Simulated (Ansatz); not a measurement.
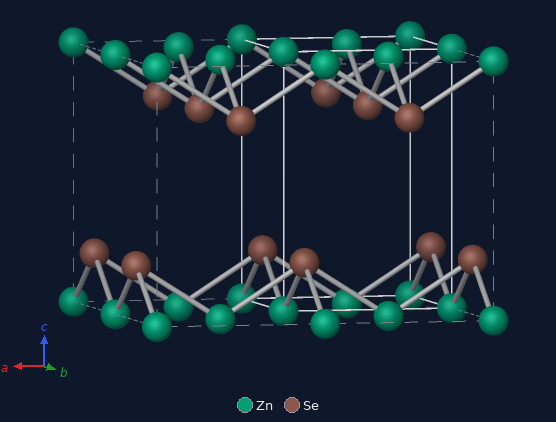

Shown here is a ball-and-stick view of the crystal, taken from a general direction. 2×2×1 cells are drawn; the solid outline is the conventional unit cell. Cell: a = 4.092 Å, b = 4.092 Å, c = 6.138 Å, α = 90.00°, β = 90.00°, γ = 90.00°.

Characterise what is shown.

The material is ZnSe. Its lattice is primitive tetragonal, its space group P4/nmm (No. 129). Content of the cell: 2 Zn, 2 Se (Z = 2). Each Zn atom is coordinated by four Se in a distorted tetrahedral arrangement at about 2.4 Å. Se is coordinated by four Zn at about 2.4 Å. The bonds build ZnSe layers parallel to (001).

It goes back to a structure listed in the Materials Project. The cell was then strained or its atoms displaced on purpose. It was set up as input for a calculation with Ansatz.
